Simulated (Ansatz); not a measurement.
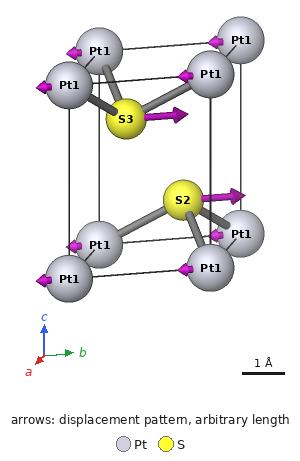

Phonons of crystalline PtS$_{2}$, space group P-3m1 (No. 164), at the zone centre. The optical levels lie at 298 (×2), 306 (×2), 322, 327 cm⁻¹. One mode is drawn. The purple arrows are the displacements of the atoms (eigenvector over the root of the mass), of arbitrary overall length and sign. The picture is a ball-and-stick view of the cell of the calculation, seen slightly off an axis.

Method: DFT PBEsol, scalar-relativistic, plane waves, PAW in Ansatz. Set-up: plane-wave cutoff 420 eV; k-point mesh 12 × 12 × 8; occupations gaussian; smearing width 0.02 eV; no spin polarisation.

Frequencies are those without the non-analytic (LO–TO) term.

> Which of these frequencies is the drawn mode's?

The level at 306 cm⁻¹. This is the E_u mode (doubly degenerate; one member of the set is drawn), optical level 2 of 4, counted from below, infrared-active by symmetry. The S sublattice moves against the Pt sublattice, along b; the kinetic energy is shared as S 75 %, Pt 25 %.
